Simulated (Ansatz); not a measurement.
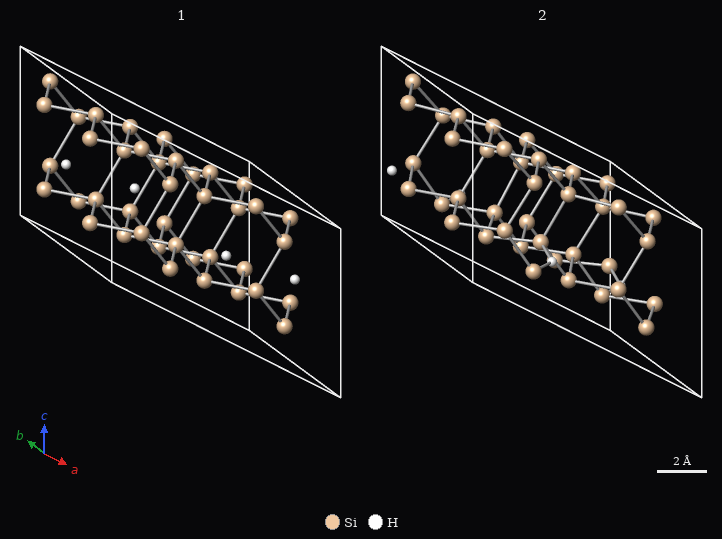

Two geometries of a defect cell of composition Si16H (cell charge +1), drawn at one scale. One is the start of a relaxation, the other its converged end. A ball-and-stick model of the conventional cell (2 times the calculation's cell) (origin shifted), seen from a free direction. Lengths and directions refer to the drawn axes.

Level of theory: Ansatz, DFT PBE, scalar-relativistic, plane waves, PAW. Settings: plane-wave cutoff 420 eV; k-point mesh 2 × 2 × 2; occupations gaussian; smearing width 0.05 eV; no spin polarisation; atoms relaxed in a fixed cell; force threshold 0.03 eV/Å; at most 60 steps.

> Which one is relaxed?

Structure 2 is the relaxed one. It is an interstitial H in diamond Si. The run prepares an end point of a later path (interstitial hop) calculation, from a guessed geometry. Over 12 geometry steps the energy falls by 1.117 eV per cell of the calculation. Largest force component: 0.31 eV/Å at the start, 0.026 eV/Å at the end. The largest move is that of the H atom, 1.48 Å roughly along [−2 1 −2]. By element the largest moves are H 1.48 Å, Si 0.34 Å. The lattice vectors keep their values. Some distances before and after: H–Si 2.666 → 1.606 Å, H–Si 2.313 → 1.607 Å, Si–Si 2.351 → 2.939 Å, Si–Si 2.351 → 2.320 Å. New bonds form: H–Si (2.31 → 1.61 Å), H–Si (2.67 → 1.61 Å). Among the angles between lasting bonds that change: Si–Si–Si 109.5° → 95.4°, Si–Si–Si 109.5° → 96.5°, Si–Si–Si 109.5° → 98.8°. Cost: 78 s on 1 thread of Intel(R) Xeon(R) Platinum 8259CL CPU @ 2.50GHz (Skylake/Cascade Lake), on a shared host, peak memory 0.63 GiB.

Limits of the set-up: the periodic images lie only 7.7 Å apart, so the values are limited by the cell's size; the cell is charged, on a uniform background, and energies carry no finite-size correction.
